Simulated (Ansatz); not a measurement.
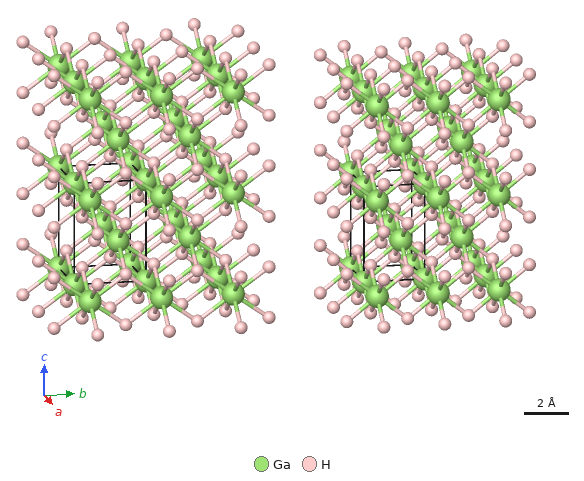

Two geometries of solid GaH2 (set up in I4/mmm) (coarse preliminary run), drawn at one scale. One is the start of a relaxation, the other its converged end. A ball-and-stick model of the conventional cell (2 times the calculation's cell), repeated 2 × 2 × 2 with one cell outlined, seen slightly off an axis. Lengths and directions refer to the drawn axes.

All numbers below come from DFT PBE, scalar-relativistic, plane waves, PAW (Ansatz). (plane-wave cutoff 420 eV; k-point mesh 10 × 10 × 10; occupations gaussian; smearing width 0.1 eV; no spin polarisation; cell and atoms relaxed; force threshold 0.0325 eV/Å; at most 70 steps)

**Which one is relaxed?**

The left one is the relaxed one. Case: 2 H put on empty site 2 of 1 host cells, relaxed. The energy falls by 349 meV per atom in 6 accepted moves (8 points after the start). All forces vanish by symmetry, so only the cell relaxes. The pressure goes from 49.39 to 0.02 GPa. The SCF was repeated twice at an unchanged geometry on a basis and grid sized afresh for the cell, which shifted the energy by 16.7 meV per atom at most. No atom moves by more than 0.005 Å relative to the cell. Cell: a = b 2.886 → 3.395 Å (+17.7 %), c 4.533 → 4.814 Å (+6.2 %). Volume +47.0 %. Near-neighbour distances that change, for instance: Ga–H 1.835 → 2.081 Å. The space group (tolerance 0.01 Å) goes from I4/mmm (No. 139) to Fm-3m (No. 225).
